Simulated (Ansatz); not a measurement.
Run report: AlH, single-point calculation

AlH (4 atoms in the cell), computed with DFT PBE, scalar-relativistic, plane waves, PAW, no spin polarisation (Ansatz 0.2.0).

The structure was made by swapping elements on the sites of another compound; it need not be a known phase. It belongs to a series of runs on one base structure; here: ZrSi type (Cmcm, No. 63). Figures and captions count atoms from 1; the log counts them from 0 in places.

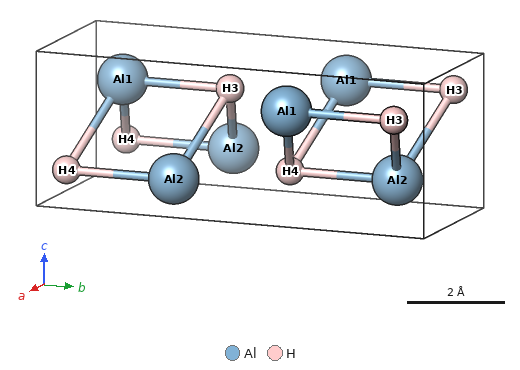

Fig. 1: The structure as given in the input (ball-and-stick view of the cell 2 times as large as that of the calculation, set on its symmetry axes, seen slightly off an axis; atoms are numbered from 1 in the order of the input).

Key numbers:

```csv
quantity,value
outcome,converged
space group (tolerance 0.01 Å),Cmcm (63)
electrons treated,8
free energy,−1104.5059 eV
Fermi energy,5.639 eV
gap on the k-point mesh,none (metallic)
pressure,−9.88 GPa
largest force (length of the vector),0.223 eV/Å
hardware,"1 thread of Arm Neoverse V2, 24 GiB of memory available, shared host"
wall time,1.8 s
peak memory,0.28 GiB
```

Input:
```yaml
crystal:
  lattice:
    - [1.6367627015, -4.3123739934, 0.0]
    - [1.6367627015, 4.3123739934, 0.0]
    - [0.0, 0.0, 3.259610311]
  atoms:
    - { symbol: Al, position: [0.3544, 0.6456, 0.75] }
    - { symbol: Al, position: [0.6456, 0.3544, 0.25] }
    - { symbol: H, position: [0.0776, 0.9224, 0.75] }
    - { symbol: H, position: [0.9224, 0.0776, 0.25] }
basis:
  ecutwfc: 420
kpoints:
  mp_grid: { grid: [6, 6, 6] }
hamiltonian:
  xc: pbe
scf:
  occupations: { method: gaussian, width: 0.1 }
  lower_state_search: "off"
output:
  forces: true
  stress: true
  eigenvalues: true
```

Launched with:
```bash
ansatz run input.yaml --threads 1 --pin off --max-ram 2560MiB --backend cpu --events-out ev --progress --plain --runs-dir out
```

What the program printed:
```
Engine: ansatz 0.2.0, aarch64-unknown-linux-gnu
Pseudopotentials: kind: paw
Pseudopotential: Al, paw, valence charge 3, recommended cutoff 420 eV (normal), Al.paw.azcp
Pseudopotential: H, paw, valence charge 1, recommended cutoff 420 eV (normal), H.paw.azcp
Functional definition: PBE
  parameter kappa = 0.804
  parameter beta = 0.06672455060314922
  exchange = pbe_x(kappa = kappa, mu = beta*pi^2/3)
  correlation = pbe_c(beta = beta)
Crystal: 4 atoms, lattice volume = 46.015 Å³
Basis set: ecut = 420 eV, 929 PW (Γ), exchange–correlation on 64×64×48 points (8 copies of the dense FFT grid, shifted against one another)
Bands: 8, of which v1, the nominal top of the filled ones, is band 4 counted from 1 (3 counted from 0)
Symmetry: 8 space group operations
Space group: Cmcm (ITA 63), of the structure as read, at distance tolerance 3.6e-5 Å
k-points: 52 of 216
Non-local potential: Al, projectors of the file, l = 0: 2, l = 1: 2, l = 2: 1
Non-local potential: H, projectors of the file, l = 0: 2, l = 1: 1
PAW form: soft (Blöchl's): semilocal exchange-correlation on the pseudo side does not see the compensation charge
PAW one-centre angular grid: Al, 110 points (default); XC on 64 Gauss nodes
PAW one-centre angular grid: H, 110 points (default); XC on 64 Gauss nodes
Initial density: superposition of atomic densities (neutral atoms: chi_scale 0, normalization atom), corrected by the library's trained network
Initial wavefunctions: pseudopotential atomic-orbital guess
Functional: x = pbe(κ = 0.804, μ = 0.2195149727645171), c = pbe(β = 0.06672455060314922)
SCF iter   1: F=—  HF=-1104.506649 eV  |F-HF|=—  |Δ(HF+E_count)|=         —  Δρ=2.52e-3  dr2=4.13e-3  ethr=1.77e-3  ⟨swp⟩=5.2  Hψ=3142  notcnv=0
preconditioner: auto → none  [metal: Δε(μ)=0.095 eV  Ē_g=7.735 eV  σ=0.100 eV  W_gap=0.47  n_scr=4 (ndim 8)  ℏωp=15.5 eV  f_vac=0.000  D(μ)=1.76/eV (n_scr^D=12)  sad-step TF]
SCF iter   2: F=—  HF=-1104.506206 eV  |F-HF|=—  |Δ(HF+E_count)|=   4.42e-4  Δρ=1.48e-3  dr2=1.49e-3  ethr=5.16e-5  ⟨swp⟩=1.0  Hψ=832  notcnv=0
SCF iter   3: F=—  HF=-1104.505906 eV  |F-HF|=—  |Δ(HF+E_count)|=   3.01e-4  Δρ=2.02e-4  dr2=2.78e-5  ethr=1.86e-5  ⟨swp⟩=1.8  Hψ=529  notcnv=0
SCF iter   4: F=—  HF=-1104.505896 eV  |F-HF|=—  |Δ(HF+E_count)|=   9.86e-6  Δρ=5.64e-5  dr2=1.21e-6  ethr=3.47e-7  ⟨swp⟩=2.3  Hψ=598  notcnv=0
SCF iter   5: F=—  HF=-1104.505896 eV  |F-HF|=—  |Δ(HF+E_count)|=   4.62e-7  Δρ=1.39e-5  dr2=2.74e-7  ethr=1.51e-8  ⟨swp⟩=2.2  Hψ=568  notcnv=0
SCF iter   6: F=-1104.505896 eV  HF=-1104.505896 eV  |F-HF|=6.91e-9  |Δ(HF+E_count)|=   7.80e-8  Δρ=4.24e-6  dr2=1.29e-8  ethr=1.25e-9  ⟨swp⟩=4.6  Hψ=1434  notcnv=0
SCF 1 converged in 6 iterations: F = -1104.505896 eV  dr2 = 1.29e-8
  greatest PAW one-centre occupation: 0.465 electrons in one spin orbital (limit 2), on the Al atom at site 1 (counted from 0), in its partial waves of l = 0
```

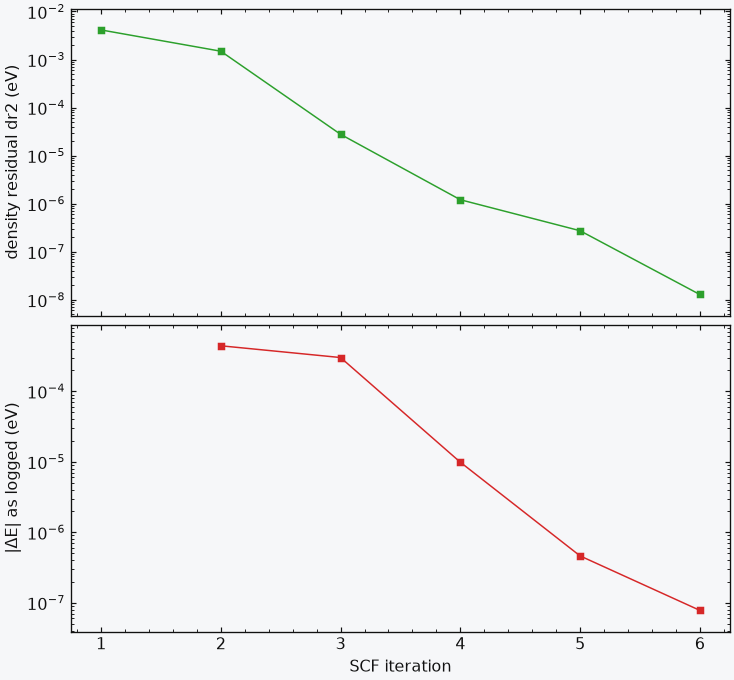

Fig. 2: Convergence of the self-consistent field: density residual dr2 and size of the energy change against the SCF iteration. The residual falls at every step.

```
SCF converged after 6 iterations
Free energy (F): -1104.505896 eV
Harris-Foulkes:  -1104.505896 eV  (|F-HF|=6.91e-9)
Internal energy: -1104.496679 eV  (E = F + TS)
E sigma→0 (E₀):  -1104.501288 eV
Entropy (-TS):   -0.009217 eV (-2.304 meV/atom)
Fermi energy:    5.638515 eV
--- Per-component energies (eV) ---
  E_band       = 10.713954
  E_kinetic    = 64.825312
  E_local      = 2.480573  (includes V_loc(G=0)·N_el)
  E_nonlocal   = 22.677528
  E_hartree    = 2.781621
  E_xc         = -94.340091
  E_vxc        = -77.178577  (∫ρ·V_xc dr)
  E_paw        = -934.706584  (= ΣΔE_a)
  E_vpaw       = -7.652112  (= ΣTr[D̂ρ^β])
  E_aug_tail   = -0.001923  (compensation charges beyond the density's cutoff)
  E_ewald      = -168.213115
  E_smearing   = -0.009217  (= −TS)
  E_closure    = -0.000000  (closes the sum)
  Σ components = -1104.505896   (vs F -1104.505896, Δ=0.00e0)
--- Forces (eV/Å), atoms counted from 1 ---
  atom   1  Al     0.00000000    -0.13459142     0.00000000
  atom   2  Al     0.00000000     0.13459142     0.00000000
  atom   3  H      0.00000000    -0.22336272     0.00000000
  atom   4  H      0.00000000     0.22336272     0.00000000
  max |Σ_I F_I| component: 0.00e0 eV/Å
--- Stress (GPa, compression-positive) ---
      -13.747928       0.000000       0.000000
        0.000000      -6.189329       0.000000
        0.000000       0.000000      -9.696003
  P = ⅓ Tr σ = -9.8778 GPa (-98.778 kbar)
--- Band table (eV; the first three rows and the last of 52) ---
  k-point 0: bands = ["-5.1454", "2.0857", "2.7390", "8.2773", "8.5145", "8.7956", "9.7722", "10.8267"]
  k-point 1: bands = ["-4.7663", "2.1465", "3.0912", "4.9382", "8.9036", "10.1144", "10.5303", "11.1788"]
  k-point 2: bands = ["-3.6378", "0.6121", "4.1258", "4.2501", "8.1027", "8.5411", "11.1012", "11.1365"]
  k-point 51: bands = ["-0.5167", "-0.5167", "0.9938", "0.9938", "10.4573", "10.4573", "11.5580", "11.5580"]
```

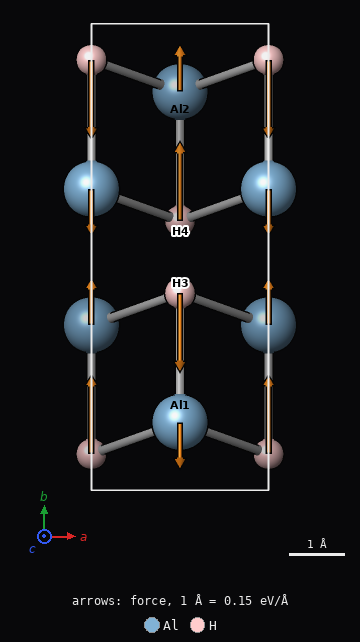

Fig. 3: Forces on the atoms as orange arrows (ball-and-stick view of the cell 2 times as large as that of the calculation, set on its symmetry axes, along the c axis; atoms are numbered from 1 in the order of the input). The largest act on H3, H4 (0.22 eV/Å); Al1, Al2 (0.13 eV/Å). The geometry is not a stationary point of this energy.

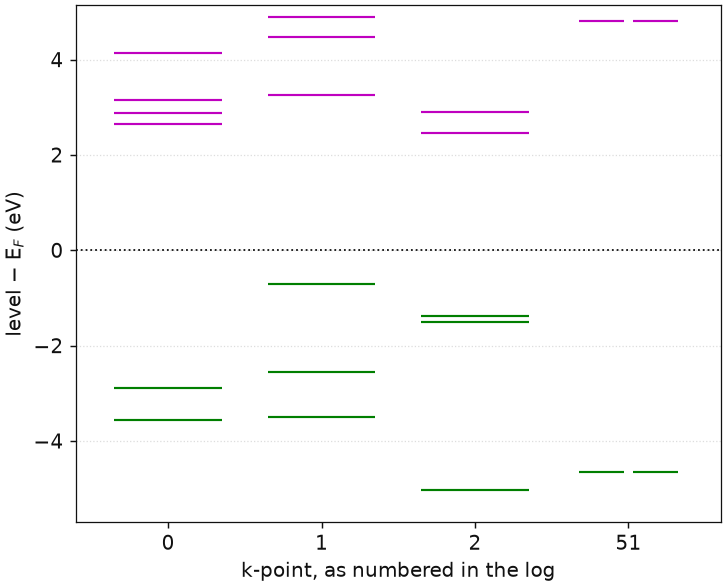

Fig. 4: Kohn–Sham levels near the Fermi level (dotted) at the few k-points that the log prints; levels within 0.02 eV of each other stand side by side. The system is metallic on the full mesh.
